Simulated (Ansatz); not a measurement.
# Polarity and tunnelling in Hf/GaN/Mg

Aim: does the conductance of Hf/GaN/Mg change when the barrier's polarity is reversed? The lower electrode is Hf hcp(0001), the upper one Mg hcp(0001); the barrier is GaN zinc blende(111) (whole bilayers). In the first transport cell, after relaxation, the nearest pair of electrode and barrier is Hf–N at 2.10 Å, along the normal, at the lower face and Mg–Ga at 3.05 Å, at a slant, at the upper one. All share a net of side 3.209 Å, which strains the lower electrode by +0.3 %, the upper one by +0.6 % and the barrier by -0.3 %, against typed lattice constants near PBE's. The first steps treat the bulk electrodes alone.

Method: PBE DFT, plane waves, PAW files, in the first sound run; inputs show where later runs differ, in Ansatz 0.2.0.

## (1) Set-up

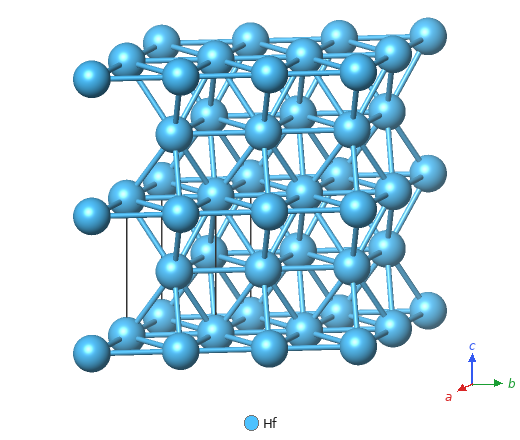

The starting structure, seen slightly off an axis (hafnium blue). 2×3×2 cells are drawn. Some periodic images of atoms are drawn too.

## (2) The strained electrode, electrode Hf hcp(0001)

The electrode is held to the junction's net and relaxed along the normal; its spacing is used for the ideal lead layers.

input.yaml

```yaml
crystal:
  lattice:
    - [3.209, 0.0, 0.0]
    - [-1.6045, 2.7790755207, 0.0]
    - [0.0, 0.0, 5.0400578125]
  atoms:
    - { symbol: Hf, position: [0.0, 0.0, 0.0] }
    - { symbol: Hf, position: [0.3333333333, 0.6666666667, 0.5] }
kpoints:
  mp_grid: { grid: [12, 12, 6] }
scf:
  occupations: { method: fermi_dirac, width: 0.1 }
  max_iter: 150
hamiltonian:
  xc: pbe
relax:
  f_tol: 0.01
  max_steps: 40
  cell: { fix: [a, b, angles] }
```

Launch:

```bash
$ ansatz run input.yaml --threads 4 --pin off --max-ram 10240MiB --backend cpu --events-out ev --progress --plain --runs-dir out
```

Numbers of over 12 decimals in the logs are rounded to 6 here.

The program printed:

```text
Engine: ansatz 0.2.0, aarch64-unknown-linux-gnu
Pseudopotentials: kind: paw
Pseudopotential: Hf, paw, valence charge 26, recommended cutoff 420 eV (normal), Hf.paw.azcp
Functional definition: PBE
  parameter kappa = 0.804
  parameter beta = 0.066725
  exchange = pbe_x(kappa = kappa, mu = beta*pi^2/3)
  correlation = pbe_c(beta = beta)
Crystal: 2 atoms, lattice volume = 44.948 Å³
Basis set: ecut = 420 eV, 881 PW (Γ), exchange–correlation on 48×48×72 points (8 copies of the dense FFT grid, shifted against one another)
Bands: 32, of which v1, the nominal top of the filled ones, is band 26 counted from 1 (25 counted from 0)
Symmetry: 24 space group operations
Space group: P63/mmc (ITA 194), of the structure as read, at distance tolerance 3.6e-5 Å
k-points: 76 of 864
Non-local potential: Hf, projectors of the file, l = 0: 3, l = 1: 2, l = 2: 2, l = 3: 3
PAW form: soft (Blöchl's): semilocal exchange-correlation on the pseudo side does not see the compensation charge
PAW one-centre angular grid: Hf, 590 points (default); XC on 64 Gauss nodes
Initial density: superposition of atomic densities (neutral atoms: chi_scale 0, normalization atom), corrected by the library's trained network
Initial wavefunctions: pseudopotential atomic-orbital guess
Functional: x = pbe(κ = 0.804, μ = 0.219515), c = pbe(β = 0.066725)
SCF iter   1: F=—  HF=-31442.749051 eV  |F-HF|=—  |Δ(HF+E_count)|=         —  Δρ=2.87e-3  dr2=1.79e-3  ethr=1.77e-3  ⟨swp⟩=4.4  Hψ=7970  notcnv=0
preconditioner: auto → Kerker (q_TF=auto, 2.795 Å⁻¹)  [metal: Δε(μ)=0.004 eV  Ē_g=17.570 eV  σ=0.100 eV  W_gap=0.01  n_scr=22 (ndim 8)  ℏωp=38.4 eV  f_vac=0.000  D(μ)=1.67/eV (n_scr^D=22)]
SCF iter   2: F=—  HF=-31442.749393 eV  |F-HF|=—  |Δ(HF+E_count)|=   3.41e-4  Δρ=1.80e-3  dr2=7.85e-4  ethr=3.45e-6  ⟨swp⟩=2.7  Hψ=4974  notcnv=0
SCF iter   3: F=—  HF=-31442.749609 eV  |F-HF|=—  |Δ(HF+E_count)|=   2.16e-4  Δρ=2.79e-4  dr2=3.20e-5  ethr=1.51e-6  ⟨swp⟩=2.2  Hψ=3042  notcnv=0
SCF iter   4: F=—  HF=-31442.749620 eV  |F-HF|=—  |Δ(HF+E_count)|=   1.07e-5  Δρ=1.43e-4  dr2=5.00e-6  ethr=6.15e-8  ⟨swp⟩=2.1  Hψ=4358  notcnv=0
SCF iter   5: F=—  HF=-31442.749617 eV  |F-HF|=—  |Δ(HF+E_count)|=   2.08e-6  Δρ=5.13e-5  dr2=6.46e-7  ethr=9.62e-9  ⟨swp⟩=2.1  Hψ=3899  notcnv=0
SCF iter   6: F=-31442.749618 eV  HF=-31442.749618 eV  |F-HF|=1.10e-8  |Δ(HF+E_count)|=   4.20e-7  Δρ=1.37e-5  dr2=4.37e-8  ethr=1.92e-10  ⟨swp⟩=5.5  Hψ=10563  notcnv=0
SCF 1 converged in 6 iterations: F = -31442.749618 eV  dr2 = 4.37e-8
  greatest PAW one-centre occupation: 0.998 electrons in one spin orbital (limit 2), on the Hf atom at site 1 (counted from 0), in its partial waves of l = 0
relax step   1: F+E_penalty+E_count = -31442.74961791 eV  Δ(F+E_penalty+E_count) = +0.000e0 eV  max|allowed force component| = 2.776e-17 eV/Å  Δτ_max = 0.0000 Å  P = +0.406 GPa  Ω = 44.948 Å³  fix = [a, b, alpha, beta, gamma]  reactions: a +0.060, b +0.060 GPa  (6 SCF iters, dr2 threshold 1.00e-7 eV, accepted)
Crystal: 2 atoms, lattice volume = 45.404 Å³
Initial density: handed on by an earlier stage of this run
Initial wavefunctions: those handed on with the density
iter 1 solved again at ethr=5.07e-8 eV; its pass at ethr=3.10e-3 eV (dr2=2.64e-5 eV) is discarded
SCF iter   1: F=—  HF=-31442.749780 eV  |F-HF|=—  |Δ(HF+E_count)|=         —  Δρ=4.45e-4  dr2=3.86e-5  ethr=5.07e-8  ⟨swp⟩=3.0  Hψ=13059  notcnv=0
preconditioner: auto → Kerker (q_TF=auto, 2.791 Å⁻¹)  [metal: Δε(μ)=0.008 eV  Ē_g=17.576 eV  σ=0.100 eV  W_gap=0.02  n_scr=22 (ndim 8)  ℏωp=38.2 eV  f_vac=0.000  D(μ)=1.68/eV (n_scr^D=22)]
SCF iter   2: F=—  HF=-31442.749804 eV  |F-HF|=—  |Δ(HF+E_count)|=   2.46e-5  Δρ=2.46e-4  dr2=1.50e-5  ethr=5.07e-8  ⟨swp⟩=2.0  Hψ=4357  notcnv=0
SCF iter   3: F=—  HF=-31442.749804 eV  |F-HF|=—  |Δ(HF+E_count)|=   3.82e-8  Δρ=9.40e-5  dr2=3.36e-6  ethr=2.89e-8  ⟨swp⟩=2.0  Hψ=3620  notcnv=0
SCF iter   4: F=—  HF=-31442.749803 eV  |F-HF|=—  |Δ(HF+E_count)|=   1.13e-6  Δρ=3.96e-5  dr2=5.25e-7  ethr=6.45e-9  ⟨swp⟩=2.0  Hψ=4414  notcnv=0
SCF iter   5: F=-31442.749803 eV  HF=-31442.749803 eV  |F-HF|=2.14e-8  |Δ(HF+E_count)|=   2.32e-7  Δρ=6.66e-6  dr2=1.99e-8  ethr=3.85e-10  ⟨swp⟩=4.7  Hψ=9367  notcnv=0
SCF 2 converged in 5 iterations: F = -31442.749803 eV  dr2 = 1.99e-8
relax step   2: F+E_penalty+E_count = -31442.74980293 eV  Δ(F+E_penalty+E_count) = -1.850e-4 eV  max|allowed force component| = 1.480e-16 eV/Å  Δτ_max = 0.0000 Å  P = -0.698 GPa  Ω = 45.404 Å³  energy of the carried Pulay correction = -1.260e-4 eV  fix = [a, b, alpha, beta, gamma]  reactions: a -0.616, b -0.616 GPa  (5 SCF iters, dr2 threshold 2.00e-7 eV, accepted)
Crystal: 2 atoms, lattice volume = 45.203 Å³
iter 1 solved again at ethr=7.51e-9 eV; its pass at ethr=3.10e-3 eV (dr2=3.91e-6 eV) is discarded
SCF iter   1: F=—  HF=-31442.750381 eV  |F-HF|=—  |Δ(HF+E_count)|=         —  Δρ=1.96e-4  dr2=7.43e-6  ethr=7.51e-9  ⟨swp⟩=3.1  Hψ=12878  notcnv=0
preconditioner: auto → Kerker (q_TF=auto, 2.793 Å⁻¹)  [metal: Δε(μ)=0.007 eV  Ē_g=17.572 eV  σ=0.100 eV  W_gap=0.02  n_scr=22 (ndim 8)  ℏωp=38.3 eV  f_vac=0.000  D(μ)=1.68/eV (n_scr^D=22)]
SCF iter   2: F=—  HF=-31442.750409 eV  |F-HF|=—  |Δ(HF+E_count)|=   2.77e-5  Δρ=1.09e-4  dr2=2.93e-6  ethr=7.51e-9  ⟨swp⟩=2.0  Hψ=4405  notcnv=0
SCF iter   3: F=—  HF=-31442.750409 eV  |F-HF|=—  |Δ(HF+E_count)|=   1.31e-7  Δρ=4.32e-5  dr2=6.81e-7  ethr=5.63e-9  ⟨swp⟩=2.0  Hψ=3579  notcnv=0
SCF iter   4: F=-31442.750409 eV  HF=-31442.750409 eV  |F-HF|=7.17e-8  |Δ(HF+E_count)|=   1.82e-7  Δρ=1.77e-5  dr2=9.90e-8  ethr=3.85e-10  ⟨swp⟩=3.3  Hψ=10942  notcnv=0
SCF 3 converged in 4 iterations: F = -31442.750409 eV  dr2 = 9.90e-8
relax step   3: F+E_penalty+E_count = -31442.75040907 eV  Δ(F+E_penalty+E_count) = -6.061e-4 eV  max|allowed force component| = 1.850e-17 eV/Å  Δτ_max = 0.0000 Å  P = -0.220 GPa  Ω = 45.203 Å³  energy of the carried Pulay correction = -7.071e-5 eV  fix = [a, b, alpha, beta, gamma]  reactions: a -0.323, b -0.323 GPa  (4 SCF iters, dr2 threshold 2.00e-7 eV, accepted)
Initial wavefunctions: pseudopotential atomic-orbital guess (no wavefunctions were taken with the density)
iter 1 solved again at ethr=3.50e-9 eV; its pass at ethr=3.10e-3 eV (dr2=1.82e-6 eV) is discarded
SCF iter   1: F=—  HF=-31442.750453 eV  |F-HF|=—  |Δ(HF+E_count)|=         —  Δρ=1.94e-5  dr2=1.02e-7  ethr=3.50e-9  ⟨swp⟩=4.1  Hψ=16621  notcnv=0
preconditioner: auto → Kerker (q_TF=auto, 2.793 Å⁻¹)  [metal: Δε(μ)=0.006 eV  Ē_g=17.575 eV  σ=0.100 eV  W_gap=0.02  n_scr=22 (ndim 8)  ℏωp=38.3 eV  f_vac=0.000  D(μ)=1.68/eV (n_scr^D=22)]
SCF iter   2: F=—  HF=-31442.750482 eV  |F-HF|=—  |Δ(HF+E_count)|=   2.90e-5  Δρ=1.28e-5  dr2=5.52e-8  ethr=1.96e-10  ⟨swp⟩=2.0  Hψ=3819  notcnv=0
SCF iter   3: F=—  HF=-31442.750482 eV  |F-HF|=—  |Δ(HF+E_count)|=   9.82e-9  Δρ=4.98e-6  dr2=1.12e-8  ethr=1.06e-10  ⟨swp⟩=2.0  Hψ=4408  notcnv=0
SCF iter   4: F=—  HF=-31442.750482 eV  |F-HF|=—  |Δ(HF+E_count)|=   1.63e-9  Δρ=1.87e-6  dr2=1.70e-9  ethr=2.15e-11  ⟨swp⟩=2.0  Hψ=4410  notcnv=0
SCF iter   5: F=—  HF=-31442.750482 eV  |F-HF|=—  |Δ(HF+E_count)|=  4.15e-10  Δρ=3.68e-7  dr2=8.73e-11  ethr=3.26e-12  ⟨swp⟩=2.0  Hψ=4380  notcnv=0
SCF iter   6: F=-31442.750482 eV  HF=-31442.750482 eV  |F-HF|=1.09e-11  |Δ(HF+E_count)|=  1.46e-11  Δρ=8.92e-8  dr2=3.86e-12  ethr=1.00e-12  ⟨swp⟩=6.5  Hψ=12198  notcnv=0
SCF 4 converged in 6 iterations: F = -31442.750482 eV  dr2 = 3.86e-12
relax step   4: F+E_penalty+E_count = -31442.75048160 eV  Δ(F+E_penalty+E_count) = -7.253e-5 eV  max|allowed force component| = 9.252e-18 eV/Å  Δτ_max = 0.0000 Å  P = -0.219 GPa  Ω = 45.203 Å³  fix = [a, b, alpha, beta, gamma]  reactions: a -0.323, b -0.323 GPa  stress off target by 1.15e-2 GPa on what of the cell is left free  SCF on the basis re-selected at this cell (its energy is not comparable with the rows above)  (6 SCF iters)
basis re-selected at this cell: Δ(F+E_penalty+E_count) = -7.253e-5 eV, ΔP = +0.000 GPa vs the last step (what re-selecting the basis moved, of the pressure what is left beyond the Pulay correction that the steps carried, after the strain that the cell walked since its last selection, with what the two solves' SCF thresholds leave and, on support functions, any second-order correction that the steps lacked; it is no m [...]
SCF converged after 6 iterations
Free energy (F): -31442.750482 eV
Harris-Foulkes:  -31442.750482 eV  (|F-HF|=1.09e-11)
Internal energy: -31442.693209 eV  (E = F + TS)
E sigma→0 (E₀):  -31442.721845 eV
Entropy (-TS):   -0.057273 eV (-28.636 meV/atom)
Fermi energy:    19.670647 eV
--- Per-component energies (eV) ---
  E_band       = 59.936785
  E_kinetic    = 847.739084
  E_local      = -10197.412266  (includes V_loc(G=0)·N_el)
  E_nonlocal   = -2488.771560
  E_hartree    = 4793.200936
  E_xc         = -600.049844
  E_vxc        = -532.148646  (∫ρ·V_xc dr)
  E_paw        = -13855.474866  (= ΣΔE_a)
  E_vpaw       = 2844.128295  (= ΣTr[D̂ρ^β])
  E_aug_tail   = -0.000002  (compensation charges beyond the density's cutoff)
  E_ewald      = -9941.924691
  E_smearing   = -0.057273  (= −TS)
  E_closure    = 0.000000  (closes the sum)
  Σ components = -31442.750482   (vs F -31442.750482, Δ=0.00e0)
--- Forces (eV/Å), atoms counted from 1 ---
  atom   1  Hf     0.00000000     0.00000000     0.00000000
  atom   2  Hf     0.00000000     0.00000000     0.00000000
  max |Σ_I F_I| component: 3.70e-17 eV/Å
--- Stress (GPa, compression-positive) ---
       -0.323270       0.000000       0.000000
       -0.000000      -0.323270       0.000000
        0.000000       0.000000      -0.011517
  P = ⅓ Tr σ = -0.2194 GPa (-2.194 kbar)
--- Relaxed structure (3 steps of the walk, 3 accepted, 1 SCFs on fresh bases) ---
  F+E_penalty+E_count = -31442.75048160 eV   max|allowed force component| = 9.252e-18 eV/Å   (the final SCF, on the basis selected at the relaxed cell)
  cell:  # Å, volume = 45.2030 Å³
    - [3.209000, 0, 0.0]
    - [-1.604500, 2.779076, 0.0]
    - [0.0, 0.0, 5.068703]
  atoms:
    - { symbol: Hf, position: [9.251858539620026e-18, -5.0885221963063393e-17, 0.0] }
    - { symbol: Hf, position: [0.333333, 0.666667, 0.500000] }
```

It took 5.3 s on 4 threads of Arm Neoverse V1, shared host; peak memory 0.41 GiB; 19 s of CPU time.

Relaxation path:

```csv
step,energy less that of the first step (eV),largest force component (eV/Å),pressure (GPa),volume (Å³)
1,0.0000,0.0000,0.41,44.95
2,-0.0002,0.0000,-0.70,45.40
3,-0.0008,0.0000,-0.22,45.20
4*,-0.0009,0.0000,-0.22,45.20
```

Relaxation steps marked * repeat the geometry before them on a plane-wave basis chosen anew for their cell, so energy and pressure can jump there.

Forces are held to the 24 operations that the run works with; a distortion that breaks them can't arise in this run.

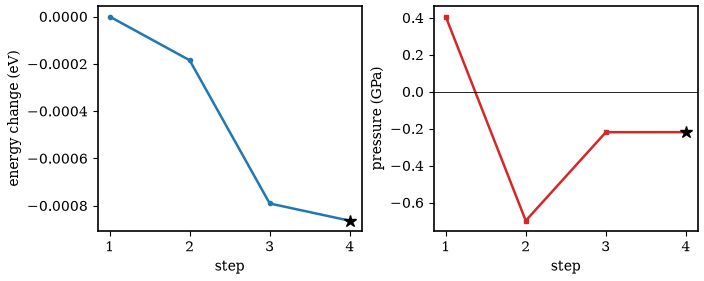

Energy and pressure along the relaxation. Stars mark steps on a basis chosen anew.

```csv
"conventional cell, symmetrised",before,after,change
a (Å),3.209,3.209,-0.0 %
b (Å),3.209,3.209,-0.0 %
c (Å),5.040,5.069,+0.6 %
volume (Å³/atom),22.47,22.60,+0.6 %
```

Final coordinates:

```
Hf
1.0
     3.20900    0.00000    0.00000
    -1.60450    2.77908    0.00000
     0.00000    0.00000    5.06870
Hf
2
Direct
  0.00000 0.00000 0.00000
  0.33333 0.66667 0.50000
```

Numbers from this step:

| Property | Result |
| --- | --- |
| free energy | -31442.7505 eV |
| Fermi energy | 19.67 eV |
| pressure | -0.2194 GPa |

## (3) Layer spacing of the electrode, electrode Mg hcp(0001)

System of this step: Mg. The structure is hexagonal, space group P6_3/mmc (No. 194). The conventional cell has a = 3.209 Å, b = 3.209 Å, c = 5.168 Å, α = 90.00°, β = 90.00°, γ = 120.00°. Mg has 12 Mg at 3.18 to 3.21 Å nearest.

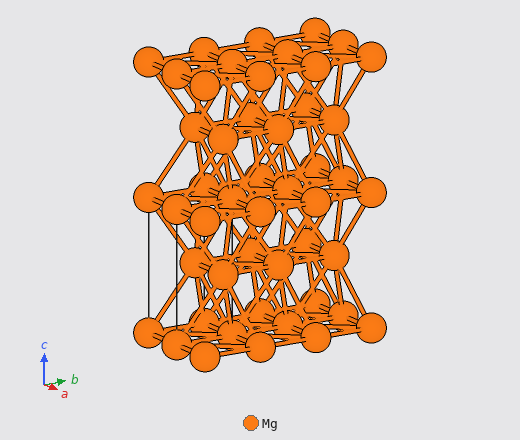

The cell of this step (magnesium orange). 2×3×2 cells are drawn. Some periodic images of atoms are drawn too.

The electrode is held to the junction's net and relaxed along the normal; its spacing is used for the ideal lead layers.

input.yaml, the sections that differ from step 2:

```yaml
crystal:
  lattice:
    - [3.209, 0.0, 0.0]
    - [-1.6045, 2.7790755207, 0.0]
    - [0.0, 0.0, 5.168361442]
  atoms:
    - { symbol: Mg, position: [0.0, 0.0, 0.0] }
    - { symbol: Mg, position: [0.3333333333, 0.6666666667, 0.5] }
# kpoints, scf, hamiltonian, relax: as in step 2
```

The program printed:

```text
[...]
Crystal: 2 atoms, lattice volume = 46.092 Å³
Basis set: ecut = 420 eV, 917 PW (Γ), exchange–correlation on 48×48×72 points (8 copies of the dense FFT grid, shifted against one another)
Bands: 14, of which v1, the nominal top of the filled ones, is band 10 counted from 1 (9 counted from 0)
Symmetry: 24 space group operations
[...]
k-points: 76 of 864
[...]
SCF iter   1: F=—  HF=-3847.623075 eV  |F-HF|=—  |Δ(HF+E_count)|=         —  Δρ=8.96e-4  dr2=4.36e-4  ethr=1.77e-3  ⟨swp⟩=5.0  Hψ=5349  notcnv=0
[...]
SCF iter   6: F=-3847.622689 eV  HF=-3847.622689 eV  |F-HF|=4.73e-9  |Δ(HF+E_count)|=   4.42e-9  Δρ=4.09e-6  dr2=3.01e-9  ethr=4.68e-11  ⟨swp⟩=1.9  Hψ=3328  notcnv=0
SCF 1 converged in 6 iterations: F = -3847.622689 eV  dr2 = 3.01e-9
[...]
relax step   1: F+E_penalty+E_count = -3847.62268885 eV  Δ(F+E_penalty+E_count) = +0.000e0 eV  max|allowed force component| = 2.082e-17 eV/Å  Δτ_max = 0.0000 Å  P = -0.120 GPa  Ω = 46.092 Å³  fix = [a, b, alpha, beta, gamma]  reactions: a -0.097, b -0.097 GPa  (6 SCF iters, dr2 threshold 1.00e-7 eV, accepted)
Crystal: 2 atoms, lattice volume = 46.020 Å³
[...]
SCF iter   2: F=-3847.622738 eV  HF=-3847.622738 eV  |F-HF|=6.58e-8  |Δ(HF+E_count)|=   8.35e-6  Δρ=1.07e-5  dr2=6.70e-8  ethr=3.41e-10  ⟨swp⟩=3.0  Hψ=3833  notcnv=0
SCF 2 converged in 2 iterations: F = -3847.622738 eV  dr2 = 6.70e-8
relax step   2: F+E_penalty+E_count = -3847.62273770 eV  Δ(F+E_penalty+E_count) = -4.884e-5 eV  max|allowed force component| = 1.619e-17 eV/Å  Δτ_max = 0.0000 Å  P = -0.064 GPa  Ω = 46.020 Å³  energy of the carried Pulay correction = +1.378e-6 eV  fix = [a, b, alpha, beta, gamma]  reactions: a -0.072, b -0.072 GPa  (2 SCF iters, dr2 threshold 6.82e-8 eV, accepted)
[...]
SCF iter   5: F=-3847.622736 eV  HF=-3847.622736 eV  |F-HF|=0.00e0  |Δ(HF+E_count)|=  1.00e-11  Δρ=2.70e-8  dr2=2.56e-13  ethr=1.00e-12  ⟨swp⟩=5.0  Hψ=3865  notcnv=0
SCF 3 converged in 5 iterations: F = -3847.622736 eV  dr2 = 2.56e-13
relax step   3: F+E_penalty+E_count = -3847.62273627 eV  Δ(F+E_penalty+E_count) = +1.424e-6 eV  max|allowed force component| = 2.776e-17 eV/Å  Δτ_max = 0.0000 Å  P = -0.064 GPa  Ω = 46.020 Å³  fix = [a, b, alpha, beta, gamma]  reactions: a -0.072, b -0.072 GPa  stress off target by 4.75e-2 GPa on what of the cell is left free  SCF on the basis re-selected at this cell (its energy is not comparable with the rows above)  (5 SCF iters)
basis re-selected at this cell: Δ(F+E_penalty+E_count) = +1.424e-6 eV, ΔP = +0.000 GPa vs the last step (what re-selecting the basis moved, of the pressure what is left beyond the Pulay correction that the steps carried, after the strain that the cell walked since its last selection, with what the two solves' SCF thresholds leave and, on support functions, any second-order correction that the steps lacked; it is no m [...]
SCF converged after 5 iterations
Free energy (F): -3847.622736 eV
[...]
Internal energy: -3847.596232 eV  (E = F + TS)
E sigma→0 (E₀):  -3847.609484 eV
Entropy (-TS):   -0.026505 eV (-13.252 meV/atom)
Fermi energy:    5.602134 eV
[...]
--- Stress (GPa, compression-positive) ---
       -0.071905      -0.000000       0.000000
        0.000000      -0.071905       0.000000
        0.000000       0.000000      -0.047457
  P = ⅓ Tr σ = -0.0638 GPa (-0.638 kbar)
--- Relaxed structure (2 steps of the walk, 2 accepted, 1 SCFs on fresh bases) ---
[...]
cell:  # Å, volume = 46.0202 Å³
    - [3.209000, 0, 0.0]
    - [-1.604500, 2.779076, 0.0]
    - [0.0, 0.0, 5.160347]
  atoms:
    - { symbol: Mg, position: [9.251858539620023e-18, -5.08852219630634e-17, 0.0] }
    - { symbol: Mg, position: [0.333333, 0.666667, 0.500000] }
```

Run time: 1.8 s. Hardware: 4 threads; peak memory 0.33 GiB.

Relaxation path:

```csv
step,energy less that of the first step (eV),largest force component (eV/Å),pressure (GPa),volume (Å³)
1,0.0000,0.0000,-0.12,46.09
2,0.0000,0.0000,-0.06,46.02
3*,0.0000,0.0000,-0.06,46.02
```

Relaxation steps marked * repeat the geometry before them on a plane-wave basis chosen anew for their cell, so energy and pressure can jump there.

The run keeps the 24 symmetry operations that it works with, so distortions that break them were not tested.

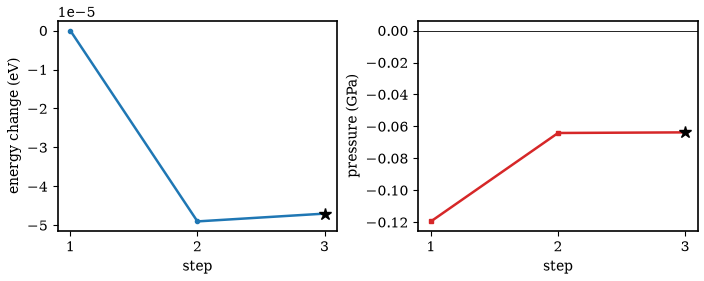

Energy and pressure along the relaxation. Stars mark steps on a basis chosen anew.

```csv
"conventional cell, symmetrised",before,after,change
a (Å),3.209,3.209,-0.0 %
b (Å),3.209,3.209,-0.0 %
c (Å),5.168,5.160,-0.2 %
volume (Å³/atom),23.05,23.01,-0.2 %
```

The relaxed structure:

```cif
data_structure
_symmetry_space_group_name_H-M 'P 1'
_symmetry_Int_Tables_number 1
_cell_length_a 3.2090
_cell_length_b 3.2090
_cell_length_c 5.1603
_cell_angle_alpha 90.000
_cell_angle_beta 90.000
_cell_angle_gamma 120.000
_cell_volume 46.02
loop_
_atom_site_label
_atom_site_type_symbol
_atom_site_fract_x
_atom_site_fract_y
_atom_site_fract_z
_atom_site_occupancy
Mg1 Mg 0.00000 0.00000 0.00000 1
Mg2 Mg 0.33333 0.66667 0.50000 1
```

Numbers from this step:

```yaml
free_energy: -3847.6227 eV
fermi_energy: 5.602 eV
pressure: -0.06376 GPa
```

The cell shrank by 0.2 % in volume.

(Part 1 of 6 ends here.)

[Logs are printed without paths, hosts, clocks, repeated set-up lines and the standing remarks that a program may print on its own settings, such as how far it seeks lower states.]

[Hosts, paths, dates, database ids (printed as entryN), source tags and the programs' standing remarks are cut or masked in the printed files.]
